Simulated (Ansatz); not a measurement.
# SnO₂: single-point calculation (part 1 of 2)

The run: single-point calculation of SnO₂ (slab, 24 atoms in the cell). Method and program: DFT r2SCAN, scalar-relativistic, plane waves, PAW, no spin polarisation (Ansatz 0.2.0).

The structure derives from a Materials Project entry. It belongs to a series of runs on one base structure; here: (1 1 0) slab cut from the bulk. Figures and captions count atoms from 1; the log counts them from 0 in places.

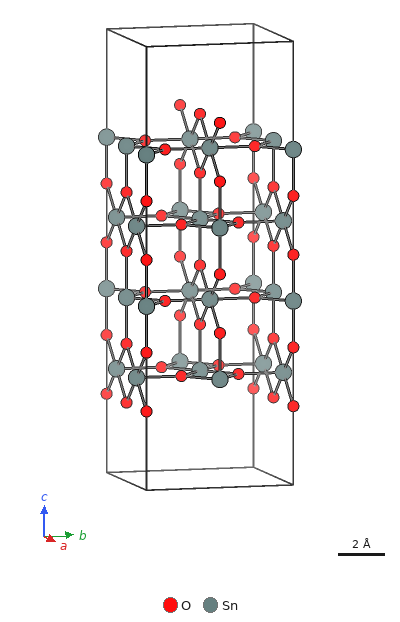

**Figure 1.** The input geometry (ball-and-stick view of the 2 × 1 repeat of the cell, with the vacuum cut short, seen slightly off an axis). An atom can appear more than once, as a periodic image.

## The input
```yaml
crystal:
  lattice:
    - [3.2007107582, 0.0, 0.0]
    - [0.0, 6.7315686836, 0.0]
    - [0.0, 0.0, 27.7104094135]
  atoms:
    - { symbol: O, position: [0.0, 6.33268e-05, 0.2706564125] }
    - { symbol: O, position: [0.5, 0.6941148639, 0.3177941327] }
    - { symbol: Sn, position: [0.5, 2.5158e-05, 0.3178057772] }
    - { symbol: Sn, position: [0.0, 0.500025158, 0.3178057772] }
    - { symbol: O, position: [0.5, 0.3059354522, 0.3178174217] }
    - { symbol: O, position: [0.0, 0.9999869893, 0.3649551419] }
    - { symbol: O, position: [0.0, 0.5000884848, 0.3921192277] }
    - { symbol: O, position: [0.5, 0.1941400219, 0.4392569479] }
    - { symbol: Sn, position: [0.5, 0.5000503161, 0.4392685924] }
    - { symbol: Sn, position: [0.0, 5.03161e-05, 0.4392685924] }
    - { symbol: O, position: [0.5, 0.8059606102, 0.4392802369] }
    - { symbol: O, position: [0.0, 0.5000121473, 0.4864179571] }
    - { symbol: O, position: [0.0, 0.0001136428, 0.5135820429] }
    - { symbol: O, position: [0.5, 0.6941651799, 0.5607197631] }
    - { symbol: Sn, position: [0.5, 7.54741e-05, 0.5607314076] }
    - { symbol: Sn, position: [0.0, 0.5000754741, 0.5607314076] }
    - { symbol: O, position: [0.5, 0.3059857682, 0.5607430521] }
    - { symbol: O, position: [0.0, 3.73053e-05, 0.6078807723] }
    - { symbol: O, position: [0.0, 0.5001388009, 0.6350448581] }
    - { symbol: O, position: [0.5, 0.194190338, 0.6821825783] }
    - { symbol: Sn, position: [0.5, 0.5001006321, 0.6821942228] }
    - { symbol: Sn, position: [0.0, 0.0001006321, 0.6821942228] }
    - { symbol: O, position: [0.5, 0.8060109262, 0.6822058673] }
    - { symbol: O, position: [0.0, 0.5000624634, 0.7293435875] }
basis:
  ecutwfc: 500
kpoints:
  mp_grid: { grid: [8, 4, 1] }
hamiltonian:
  xc: r2scan
scf:
  occupations: { method: gaussian, width: 0.05 }
output:
  forces: true
  stress: true
  eigenvalues: true
  write_density: true
  write_potential: true
  elf: true
  volumetric_format: npy
efield:
  axis: 3
  dipole_correction: true
  ramp_width: 0.04
```

Launch command:
```bash
ansatz run input.yaml --threads 2 --pin off --max-ram 5120MiB --backend cpu --events-out ev --progress --plain --runs-dir out
```

## Output
```
Engine: ansatz 0.2.0, x86_64-unknown-linux-gnu
Pseudopotentials: kind: paw
Pseudopotential: O, paw, valence charge 6, recommended cutoff 500 eV (meta_gga), O.paw.azcp
Pseudopotential: Sn, paw, valence charge 14, recommended cutoff 500 eV (meta_gga), Sn.paw.azcp
Functional definition: r2SCAN
  parameter k0 = 0.174
  parameter k1 = 0.065
  parameter a1 = 4.9479
  exchange = r2scan_x(k0 = k0, k1 = k1, a1 = a1)
  correlation = r2scan_c
Crystal: 24 atoms, lattice volume = 597.043 Å³
Basis set: ecut = 500 eV, 15151 PW (Γ), exchange–correlation on 96×200×864 points (64 copies of the dense FFT grid, shifted against one another)
Bands: 128, of which v1, the nominal top of the filled ones, is band 104 counted from 1 (103 counted from 0)
Symmetry: 2 space group operations
k-points: 15 of 32 (time reversal used)
Non-local potential: O, projectors of the file, l = 0: 2, l = 1: 2, l = 2: 1
Non-local potential: Sn, projectors of the file, l = 0: 2, l = 1: 2, l = 2: 2, l = 3: 2
PAW form: soft (Blöchl's): semilocal exchange-correlation on the pseudo side does not see the compensation charge
PAW frozen core: O, regenerated for the run's functional (the file was generated under x = pbe(κ = 0.804, μ = 0.2195149727645171), c = pbe(β = 0.06672455060314922))
PAW frozen core: Sn, regenerated for the run's functional (the file was generated under x = pbe(κ = 0.804, μ = 0.2195149727645171), c = pbe(β = 0.06672455060314922))
PAW one-centre angular grid: O, 302 points (default); XC on 160 Gauss nodes
PAW one-centre angular grid: Sn, 590 points (default); XC on 249 of its mesh's 2787 points in the sphere
Initial density: superposition of atomic densities (neutral atoms: chi_scale 0, normalization atom), corrected by the library's trained network
Initial wavefunctions: pseudopotential atomic-orbital guess
Functional: x = r2scan, c = r2scan; τ floored in thin density (d = 2e-4 eV/Å³)
SCF iter   1: F=—  HF=-57404.683195 eV  |F-HF|=—  |Δ(HF+E_count)|=         —  Δρ=9.07e-3  dr2=5.97e-1  dr2_τ=1.04e0  ethr=1.77e-3  p=-0.000 e·Å  D=-1.05e-11 V/Å  ΔV_dip=0.00 eV  dr2_dipole=2.30e-8  V_vac-E_F(+/−)=6.85/6.85 eV  ⟨swp⟩=6.7  Hψ=8283  notcnv=0  defer=164
efield: sawtooth ramp at fractional position 0.9800 (placed from the atoms, in the widest stretch of the axis that holds none; the zero of the levels goes with the place), width 0.0400; the density the first Hamiltonian is built on has a dipole p = -0.000 e·Å; the dipole correction subtracts the counter field D = -1.05e-11 V/Å, which shifts the + side's vacuum level by +0.00 eV against the − side's; the planar-averaged density in the ramp window peaks in size at 1.8e-6 e/Å³
preconditioner: auto → Resta (q_TF=auto, 2.289 Å⁻¹)  ε∞=2.2  [insulator: Δε(μ)=1.065 eV  Ē_g=19.874 eV  σ=0.050 eV  W_gap=1.00  n_scr=130 (ndim 8)  ℏωp=21.9 eV  f_vac=0.493  D(μ)=0.00/eV (n_scr^D=0)  ε∞_Penn≈2.2  vacuum switching on, ρ_ref=2.9e-2 e/Å³]
SCF iter   2: F=—  HF=-57405.040630 eV  |F-HF|=—  |Δ(HF+E_count)|=   3.57e-1  Δρ=7.05e-3  dr2=2.40e-1  dr2_τ=3.65e-2  ethr=2.87e-4  p=-0.000 e·Å  D=-2.82e-5 V/Å  ΔV_dip=0.00 eV  dr2_dipole=2.76e-8  V_vac-E_F(+/−)=6.72/6.72 eV  ⟨swp⟩=2.5  Hψ=3129  notcnv=0  defer=274
SCF iter   3: F=—  HF=-57405.018272 eV  |F-HF|=—  |Δ(HF+E_count)|=   2.24e-2  Δρ=3.30e-3  dr2=5.58e-2  dr2_τ=5.00e-3  ethr=1.15e-4  p=-0.000 e·Å  D=-6.33e-6 V/Å  ΔV_dip=0.00 eV  dr2_dipole=1.03e-9  V_vac-E_F(+/−)=6.82/6.82 eV  ⟨swp⟩=2.4  Hψ=3067  notcnv=0  defer=270
SCF iter   4: F=—  HF=-57405.013860 eV  |F-HF|=—  |Δ(HF+E_count)|=   4.41e-3  Δρ=1.23e-3  dr2=7.54e-3  dr2_τ=3.67e-4  ethr=2.68e-5  p=0.000 e·Å  D=1.11e-5 V/Å  ΔV_dip=-0.00 eV  dr2_dipole=2.58e-9  V_vac-E_F(+/−)=6.82/6.82 eV  ⟨swp⟩=2.0  Hψ=1903  notcnv=0  defer=270
SCF iter   5: F=—  HF=-57405.013478 eV  |F-HF|=—  |Δ(HF+E_count)|=   3.83e-4  Δρ=2.12e-4  dr2=1.88e-4  dr2_τ=1.97e-5  ethr=3.63e-6  p=0.000 e·Å  D=3.78e-6 V/Å  ΔV_dip=-0.00 eV  dr2_dipole=2.74e-10  V_vac-E_F(+/−)=6.81/6.81 eV  ⟨swp⟩=2.0  Hψ=2400  notcnv=0  defer=270
SCF iter   6: F=—  HF=-57405.013604 eV  |F-HF|=—  |Δ(HF+E_count)|=   1.26e-4  Δρ=6.99e-5  dr2=2.12e-5  dr2_τ=2.73e-6  ethr=9.02e-8  p=-0.000 e·Å  D=-1.72e-7 V/Å  ΔV_dip=0.00 eV  dr2_dipole=1.45e-11  V_vac-E_F(+/−)=6.80/6.80 eV  ⟨swp⟩=2.6  Hψ=3259  notcnv=0  defer=270
SCF iter   7: F=—  HF=-57405.013591 eV  |F-HF|=—  |Δ(HF+E_count)|=   1.30e-5  Δρ=3.04e-5  dr2=5.82e-6  dr2_τ=5.13e-7  ethr=1.02e-8  p=-0.000 e·Å  D=-1.66e-6 V/Å  ΔV_dip=0.00 eV  dr2_dipole=2.82e-10  V_vac-E_F(+/−)=6.80/6.80 eV  ⟨swp⟩=2.3  Hψ=2818  notcnv=0  defer=270
SCF iter   8: F=—  HF=-57405.013591 eV  |F-HF|=—  |Δ(HF+E_count)|=   5.72e-7  Δρ=7.64e-6  dr2=2.82e-7  dr2_τ=5.33e-8  ethr=2.80e-9  p=0.000 e·Å  D=2.10e-6 V/Å  ΔV_dip=-0.00 eV  dr2_dipole=3.56e-10  V_vac-E_F(+/−)=6.80/6.80 eV  ⟨swp⟩=2.1  Hψ=2473  notcnv=0  defer=270
SCF iter   9: F=-57405.013591 eV  HF=-57405.013591 eV  |F-HF|=1.33e-8  |Δ(HF+E_count)|=   1.81e-7  Δρ=2.57e-6  dr2=3.42e-8  dr2_τ=4.01e-9  ethr=4.81e-11  p=-0.000 e·Å  D=-2.21e-6 V/Å  ΔV_dip=0.00 eV  dr2_dipole=4.11e-10  V_vac-E_F(+/−)=6.80/6.80 eV  ⟨swp⟩=27.1  Hψ=20649  notcnv=0
SCF 1 converged in 9 iterations: F = -57405.013591 eV  dr2 = 3.42e-8
  greatest PAW one-centre occupation: 0.996 electrons in one spin orbital (limit 2), on the Sn atom at site 15 (counted from 0), in its partial waves of l = 2
```

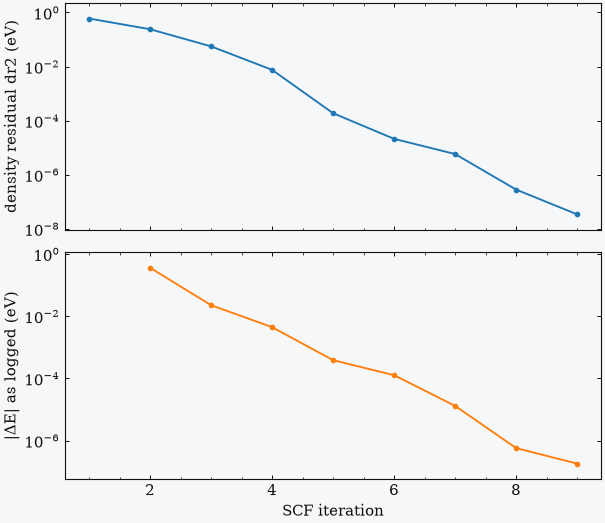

**Figure 2.** Convergence of the self-consistent field: density residual dr2 and size of the energy change against the SCF iteration. The residual falls at every step.

```
WARN: The output density's exchange-correlation potential varies sharply where the density is thin. Do not read a vacuum level from v_tot or v_xc, or from such a field of the output density. On a cell that repeats whose density bears no net charge and no dipole along the vacuum's axis use v_es (v_loc + v_h of the components); under efield.dipole_correction with no amplitude use v_es + v_field, which holds any external_charges[].barrier, or the levels of the report's work_function block, which leave it out; under a non-zero efield.amplitude the vacuum is tilted and has no level; on a cell that repeats and bears such a dipole with no correction it is tilted too, and efield.dipole_correction with no amplitude gives each side of its ramp a level where efield: is served; in a cell that repeats whose density bears a net charge (total_charge, or a fill off its count) it is curved and has none; of a slab under crystal.periodic whose density bears no net charge use v_es, which has a level on each side, short of where the two are joined; of another it falls or rises all the way out and has none; of a slab beside external_charges read slab_vacuum_level instead, which it has where they leave it neutral. The grid or the basis barely resolves most such structure, and the values can differ between equally converged runs; as a rule a tighter scf.convergence.dr2_threshold does not remove it. Where the density itself ripples (under the LDA too) a higher basis.ecutwfc lessens it. The files hold the spikes' plane waves up to the density's cutoff. Files: v_tot_of_output_density and the like, and their columns of v_z.tsv (output.write_potential); v_xc_of_output_density and the like, and their columns of v_comp_z.tsv (output.write_potential_components). Measured: with its Gaussian average of σ = 0.25 Å subtracted twice, the exchange-correlation potential is over 0.1 eV at 10437 of the grid points where the equally averaged density (valence and model cores) is under 1e-3 e/Å³, and 0.425 eV at the most among them, at an averaged density of 1.0e-8 e/Å³. The input density's (outcome.potential() and, of a run that writes arrays, v_tot and v_xc) is over 0.1 eV, so measured, at 20 points of its own thin density, 0.135 eV at the most. See output.write_potential in the manual, Limitations
SCF converged after 9 iterations
Free energy (F): -57405.013591 eV
Harris-Foulkes:  -57405.013591 eV  (|F-HF|=1.33e-8)
Internal energy: -57405.013591 eV  (E = F + TS)
E sigma→0 (E₀):  -57405.013591 eV
Fermi energy:    1.471040 eV
Dipole field:    D = 0.000014 V/Å  (p = 0.000045 e·Å, saw-weighted, corrected)
Work function:   Φ+ = 6.7956 eV   Φ− = 6.7960 eV
Levels:          The Fermi level and band energies are counted from a zero that moves with the ramp; work functions are not
--- Per-component energies (eV) ---
  E_band       = -2438.769473
  E_kinetic    = 4332.366194
  E_local      = -239265.707437  (includes V_loc(G=0)·N_el)
  E_nonlocal   = 523.992638
  E_hartree    = 118978.948105
  E_xc         = -4141.966430
  E_vxc        = -2490.283787  (∫ρ·V_xc dr)
  E_paw        = -35935.386915  (= ΣΔE_a)
  E_vpaw       = -3655.702760  (= ΣTr[D̂ρ^β])
  E_aug_tail   = 0.015794  (compensation charges beyond the density's cutoff)
  E_vtau       = 158.689327  (kinetic-family band-sum trace: ∫τ·v_τ [+ j·A + Jᵃ·Aᵃ] dr)
  E_efield     = 0.000000  (sawtooth field / dipole correction)
  E_vefield    = 0.000000  (∫n·V_field dr)
  E_ewald      = 98097.352956
  E_core_change = 5.371504  (= ΣΔE_core)
  E_smearing   = -0.000000  (= −TS)
  E_closure    = -0.000000  (closes the sum)
  Σ components = -57405.013591   (vs F -57405.013591, Δ=0.00e0)
--- Forces (eV/Å), atoms counted from 1 ---
  atom   1  O      0.00000000    -0.00008147     1.34535285
  atom   2  O     -0.00000000    -1.68010429    -0.67017023
  atom   3  Sn    -0.00000000     0.00065985    -2.83067429
  atom   4  Sn     0.00000000     0.00006587     2.02185912
  atom   5  O     -0.00000000     1.67976797    -0.67005230
  atom   6  O      0.00000000     0.00002860     1.17655008
  atom   7  O     -0.00000000    -0.00030406    -0.47781629
  atom   8  O      0.00000000     0.18706495     0.02603901
  atom   9  Sn     0.00000000     0.00007062     0.34040026
  atom  10  Sn    -0.00000000    -0.00020384    -0.23809794
  atom  11  O     -0.00000000    -0.18699166     0.02569358
  atom  12  O     -0.00000000     0.00021226    -0.08400245
  atom  13  O      0.00000000    -0.00020867     0.08399705
  atom  14  O      0.00000000     0.18700018    -0.02569681
  atom  15  Sn    -0.00000000    -0.00005152    -0.34038845
  atom  16  Sn     0.00000000     0.00020322     0.23811965
  atom  17  O     -0.00000000    -0.18705831    -0.02604278
  atom  18  O      0.00000000     0.00030595     0.47780183
  atom  19  O     -0.00000000    -0.00002440    -1.17660353
  atom  20  O      0.00000000    -1.67978723     0.67004138
  atom  21  Sn     0.00000000    -0.00064867     2.83070577
  atom  22  Sn    -0.00000000    -0.00006090    -2.02182565
  atom  23  O      0.00000000     1.68012131     0.67015872
  atom  24  O     -0.00000000     0.00008599    -1.34528999
  max |Σ_I F_I| component: 6.17e-5 eV/Å
--- Stress (GPa, compression-positive) ---
       -2.103061       0.000000      -0.000000
        0.000000       1.400081       0.000206
       -0.000000       0.000206      -0.483922
  P = ⅓ Tr σ = -0.3956 GPa (-3.956 kbar)
--- Band table (eV; the first three rows and the last of 15) ---
```
